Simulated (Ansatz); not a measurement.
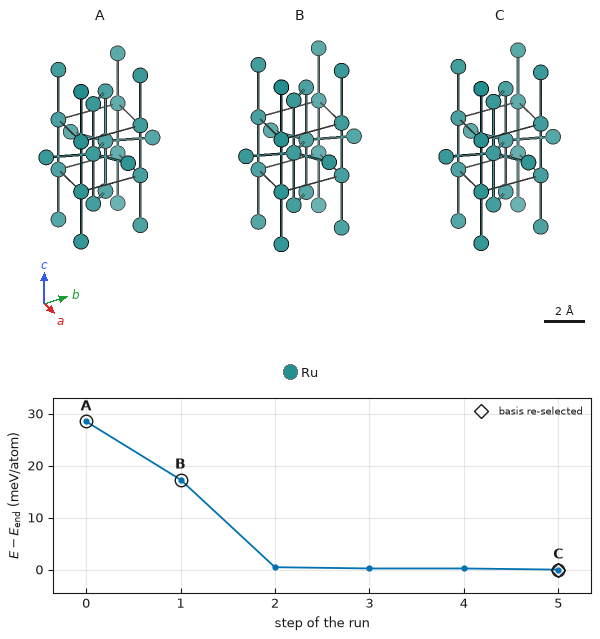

Frames of a relaxation of solid Ru (a generated structure, set up in P6/mmm), marked on the history of the run. The picture is a ball-and-stick view of the cell of the calculation, seen slightly off an axis.

Phase: omega (AlB2-type).

Computed with DFT, PBE, plane waves (420 eV) with PAW, scalar-relativistic in Ansatz 0.2.0.

Input file:
```yaml
crystal:
  lattice:
    - [4.2469224303, 0.0, 0.0]
    - [-2.1234612151, 3.6779427125, 0.0]
    - [0.0, 0.0, 2.6033634498]
  atoms:
    - { symbol: Ru, position: [0.0, 0.0, 0.0] }
    - { symbol: Ru, position: [0.3333333333, 0.6666666667, 0.5] }
    - { symbol: Ru, position: [0.6666666667, 0.3333333333, 0.5] }
hamiltonian:
  xc: pbe
  pseudopotentials:
    kind: paw
    azcp:
      Ru: "pseudopotentials/Ru.paw.azcp"
basis:
  ecutwfc: 420
  fft_grid_basis: typed
kpoints:
  mp_grid: { grid: [9, 9, 12], shift: [0, 0, 0] }
magnetization:
  spin_polarized: false
scf:
  occupations: { method: fermi_dirac, width: 0.1 }
relax:
  max_steps: 60
  f_tol: 0.01
  cell: {}
```

Command:
```bash
ansatz run input.yaml --threads 1 --pin off --max-ram 3584MiB --backend cpu --events-out ev --progress --plain --runs-dir out
```

> Describe the path.

The atoms keep their places relative to the cell (all moves are under 0.005 Å). The drawn cell changes as follows: a = b 4.247 → 4.270 Å (+0.5 %), c 2.603 → 2.683 Å (+3.1 %); the volume changes by +4.2 %. Some distances before and after: Ru1–Ru1 2.603 → 2.683 Å, Ru1–Ru2 2.776 → 2.807 Å, Ru2–Ru3 2.452 → 2.465 Å. The space group stays P6/mmm (No. 191). Over 4 accepted moves (5 points after the start) the energy falls by 28.5 meV per atom. All forces vanish by symmetry, so only the cell relaxes. Pressure: 12.76 GPa at the start and −0.01 GPa at the end. At 1 point the geometry stayed and the basis and grid were re-selected for the new cell (energy shift of 0.2 meV per atom at most each time). The run took 40 s on 1 thread of Intel(R) Xeon(R) Platinum 8259CL CPU @ 2.50GHz (Skylake/Cascade Lake), on a shared host, peak memory 0.55 GiB. From step 0 to 1: volume +8.1 %, energy −11.2 meV per atom. From step 1 to 5: volume −3.6 %, energy −17.3 meV per atom.

| step | E − E(0), meV/atom | pressure, GPa | volume, Å³/atom | note |
| --- | --- | --- | --- | --- |
| 0 | 0.00 | 12.76 | 13.555 |  |
| 1 | -11.18 | -9.64 | 14.648 |  |
| 2 | -28.02 | -1.18 | 14.178 |  |
| 3 | -28.26 | 0.07 | 14.117 |  |
| 4 | -28.26 | 0.00 | 14.121 |  |
| 5 | -28.49 | -0.01 | 14.121 | same geometry, new basis |
